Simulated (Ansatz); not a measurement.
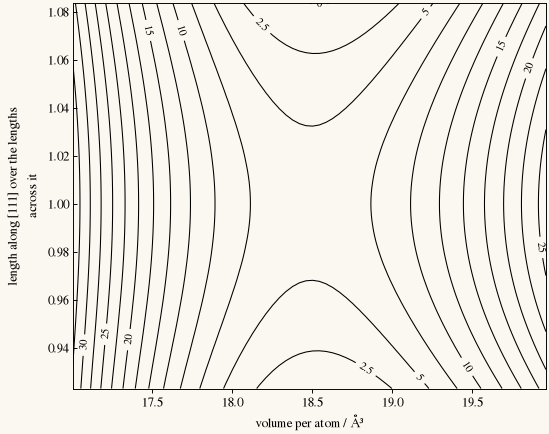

Energy landscape of AgCl (Pm-3m, No. 221; 2 atoms in the cell). The energy is mapped over volume and the cell's shape. Coordinates scanned: (1) volume per atom; (2) length along [111] over the lengths across it, relative to the cubic cell. Nothing is relaxed (symmetry fixes all fractional coordinates). The grid has 7 × 7 points. Points are written as (first, second). All energies are given in meV/atom relative to the lowest grid point. Computed with Ansatz 0.2.0, DFT PBEsol, scalar-relativistic, plane waves, PAW. Settings: cutoff 420 eV, k-mesh 12×12×12, gaussian smearing 0.05 eV, no spin polarisation.

Drawn: contour lines labelled in meV/atom. Between grid points the surface is interpolated. 

### Describe this landscape.

The lowest grid point is at (18.48 Å³, 1.083). It lies at the edge of the scanned range, so the true minimum may lie outside. The reference structure, at (18.48 Å³, 1.000), is a saddle of this map. The energy also falls towards the edge at (18.48 Å³, 0.923) (0.7 meV/atom above the lowest), where a further well may lie outside the range. The highest grid point, (17.00 Å³, 1.000), lies 34.4 meV/atom above the lowest. The reference (Pm-3m) is not the lowest structure on this map: a distortion lowers the energy (space group R-3m at the lowest grid point).

The input of one point:

```yaml
crystal:
  lattice:
    - [3.3335613177, 0.0902715648, 0.0902715648]
    - [0.0902715648, 3.3335613177, 0.0902715648]
    - [0.0902715648, 0.0902715648, 3.3335613177]
  atoms:
    - { symbol: Ag, position: [0.0, 0.0, 0.0] }
    - { symbol: Cl, position: [0.5, 0.5, 0.5] }
basis:
  ecutwfc: 420
kpoints:
  mp_grid: { grid: [12, 12, 12] }
hamiltonian:
  xc: pbesol
scf:
  occupations: { method: gaussian, width: 0.05 }
output:
  forces: true
  stress: true
  eigenvalues: true
```

Each point was launched as `ansatz run input.yaml --threads 1 --pin off --max-ram 2048MiB --backend cpu --events-out ev --progress --plain --runs-dir out`. The whole map (49 points run) took 4.7 min on 1 thread of Arm Neoverse V1, with other jobs on the host.
